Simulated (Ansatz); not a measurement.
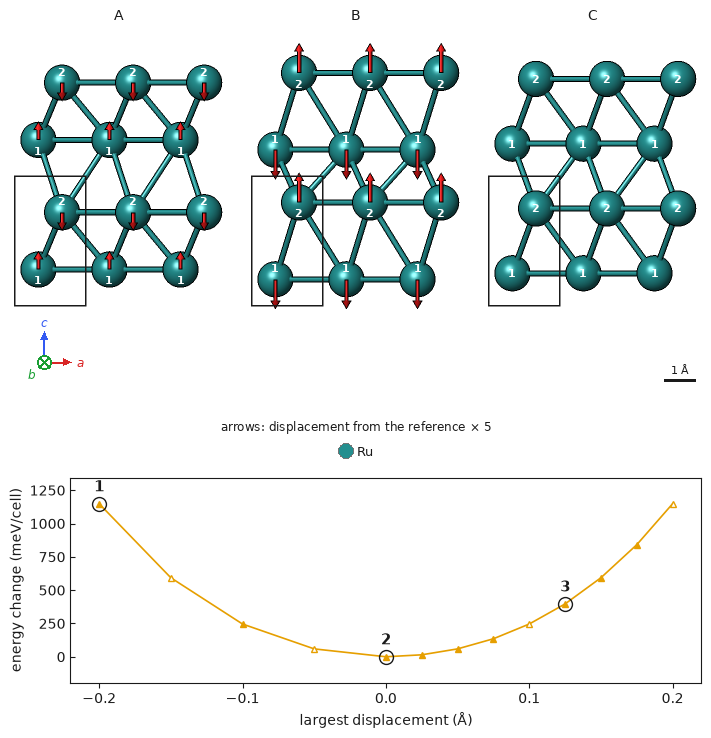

Energy scan for solid Ru (P6_3/mmc), in which a normal mode at the zone centre is frozen in with the cell fixed, the amplitude being the largest displacement of an atom. The frames are shuffled; the numbered points of the plot belong to them. Hollow markers are points alike by symmetry, not computed again. A ball-and-stick model of the cell of the calculation, repeated 3 × 3 × 2 with one cell outlined, seen along the b axis. Red arrows: displacements from the reference.

These are results of DFT PBE, scalar-relativistic, plane waves, PAW in Ansatz, not measurements. (plane-wave cutoff 420 eV; k-point mesh 24 × 24 × 14; occupations gaussian; smearing width 0.15 eV; no spin polarisation). Energies (free energies at the smearing named) are counted from the relaxed crystal.

> Match the frames to the points.

Point 1 is frame B (the amplitude −0.20 Å, 1149 meV/cell); 2 is frame C (the amplitude 0.00 Å, 0 meV/cell); 3 is frame A (the amplitude 0.125 Å, 397 meV/cell). The harmonic wavenumber of the mode is 251 cm⁻¹, a stable vibration. The lowest computed point lies at the amplitude 0.00 Å (0 meV/cell). The end points stand at 1149 meV/cell (−0.20 Å) and 1149 meV/cell (0.20 Å). The well is symmetric. At the highest point the shortest interatomic distance is 2.35 Å, against 2.66 Å in the reference. The distortion takes the space group from P6_3/mmc to P-3m1.
